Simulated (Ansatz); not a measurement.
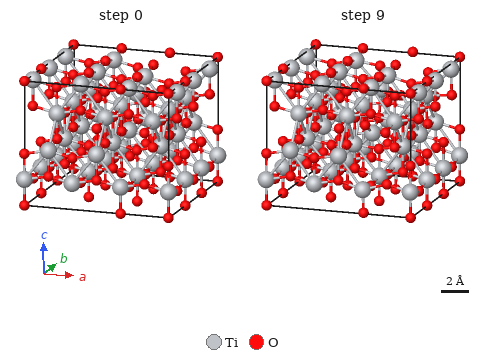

The structure of a defect cell of composition Ti₃₅O₇₁ before (left) and after (right) a relaxation, at one scale.

A ball-and-stick model of the cell of the calculation (origin shifted), seen slightly off an axis.

Theory: Ansatz 0.2.0, DFT, PBEsol, PAW, plane waves. (plane-wave cutoff 420 eV; k-point mesh 1 × 1 × 1; mesh shifted by (0.25, 0.25, 0.25); no spin polarisation; atoms relaxed in a fixed cell; force threshold 0.03 eV/Å; at most 80 steps)

What changed between the two?

Answer. Over 9 geometry steps the energy falls by 6.591 eV per cell of the calculation. Largest force component: 5.3 eV/Å at the start, 0.026 eV/Å at the end. The largest move is that of an O atom, 0.56 Å along [0 1 1]. By element the largest moves are O 0.56 Å, Ti 0.40 Å. The cell stays as it was. Near-neighbour distances that change, for instance: O–Ti 1.930 → 2.653 Å, Ti–Ti 2.992 → 3.502 Å, Ti–Ti 3.006 → 3.491 Å, O–Ti 1.934 → 2.200 Å. Bonds break, among them: O–Ti (1.93 → 2.65 Å). Among the angles between lasting bonds that change: Ti–O–Ti 101.5° → 143.6°, Ti–O–Ti 101.2° → 121.8°, Ti–O–Ti 156.5° → 139.1°. The run took 23 s on 1 × NVIDIA GB300 Max-Q with 8 threads of Arm Neoverse-V2, peak memory 2.3 GiB.
